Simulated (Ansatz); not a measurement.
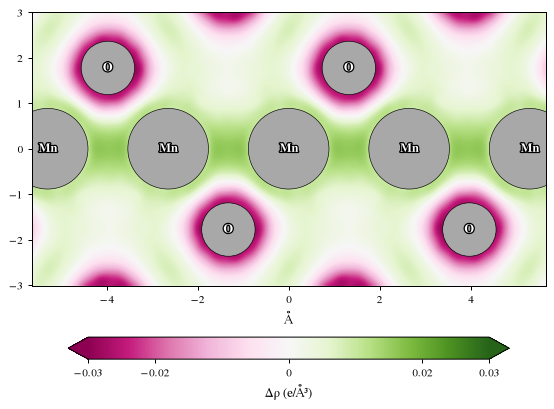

MnO. Difference of the valence pseudo-densities of two functionals at the same geometry, on the (110) plane of the calculation cell: PBE less r2SCAN.

Space group P6₃/mmc; started from the NiAs prototype, which need not be the ambient phase; spin-polarised.

Both computed with Ansatz (plane waves, PAW), on the same k-point mesh. Grey discs cover the atomic cores.

```xyz
4
Lattice="3.0780 0.0000 0.0000 -1.5390 2.6656 0.0000 0.0000 0.0000 5.2996" Properties=species:S:1:pos:R:3 pbc="T T T"
Mn    0.0000    0.0000    0.0000
Mn    0.0000    0.0000    2.6498
O     0.0000    1.7771    1.3249
O     1.5390    0.8885    3.9747
```

### Where does the change of functional move the electrons?

Against r2SCAN, PBE gives more density around Mn (+0.010 e/Å³ on average at 1.0 Å from the nucleus), less density around O (−0.020 e/Å³ on average at 0.7 Å from the nucleus), more density in the space between the atoms (+0.002 e/Å³ on average) and a change of +0.007 e/Å³ at the midpoint of Mn–O.
